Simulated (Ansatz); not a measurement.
```
CELL_PARAMETERS angstrom
3.99980 0.00000 0.00000
0.00000 3.99980 0.00000
0.00000 0.00000 4.01800
ATOMIC_POSITIONS crystal
Ba 0.00000 0.00000 0.00000
Ti 0.50000 0.50000 0.49000
O 0.00000 0.50000 0.51700
O 0.50000 0.00000 0.51700
O 0.50000 0.50000 0.01900
```

Space group P4mm; computed pressure about 6 GPa in this cell.

Computed with Kohn-Sham DFT of a periodic cell, revPBE, Ansatz PAW (Ansatz).

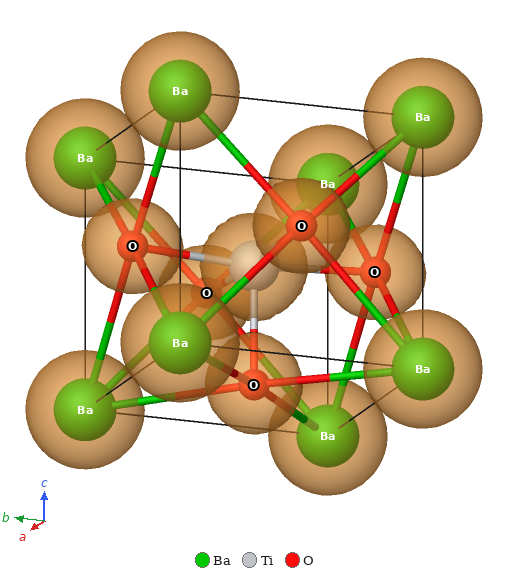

BaTiO3. Isosurface of the valence pseudo-density at 1 e/Å³ (orange), seen at an oblique angle. Sticks mark near contacts.

In a PAW calculation such maps are meaningful between the atoms, not at the nuclei.

> What does this surface tell about the bonding?

At this value the density breaks into separate islands; it holds about 65 % of the electrons treated as valence (semicore included). It bridges none of the near contacts. It is pinched off along the shortest Ti–O (1.89 Å), Ba–O (2.79 Å), Ti–O (2.00 Å) and Ti–O (2.13 Å) contacts. On the grid the lowest density along these lines, outside the cores, is 0.84 e/Å³ (Ti–O, 1.89 Å), 0.19 e/Å³ (Ba–O, 2.79 Å), 0.63 e/Å³ (Ti–O, 2.00 Å) and 0.45 e/Å³ (Ti–O, 2.13 Å).
